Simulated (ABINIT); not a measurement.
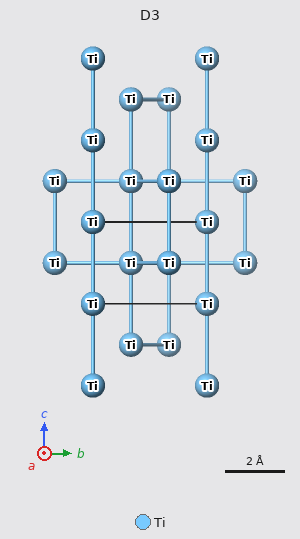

A crystal of Ti (set up in P6/mmm), relaxed (cell and atoms) with several dispersion corrections. The picture shows the result with D3. Style: ball-and-stick. Shown: the cell of the calculation, repeated 1 × 1 × 2 with one cell outlined, along the a axis.

Computed with ABINIT 10.8.3: PBE, JTH PAW PBE v2.0. Set-up: plane-wave cutoff 408.2 eV; k-point mesh 7 × 7 × 9; occupations fermi-dirac; smearing width 0.05 eV; optimiser BFGS; force threshold 0.02 eV/Å; no spin polarisation.

```csv
dispersion correction,volume (Å³/atom),a (Å),c (Å)
D4,?,?,?
D3,16.391,4.507,2.796
none,17.178,4.582,2.834
D3(BJ),16.284,4.501,2.785
```

Fill in the missing row.

With D4 the volume falls between D3 (16.391) and none (17.178). The calculation gives 16.892 Å³/atom (a = 4.556 Å, c = 2.819 Å). In order of volume: D3(BJ) < D3 < D4 < none; the spread is 5.5 %.

Each member starts from this one structure; whether another phase lies lower wasn't checked.
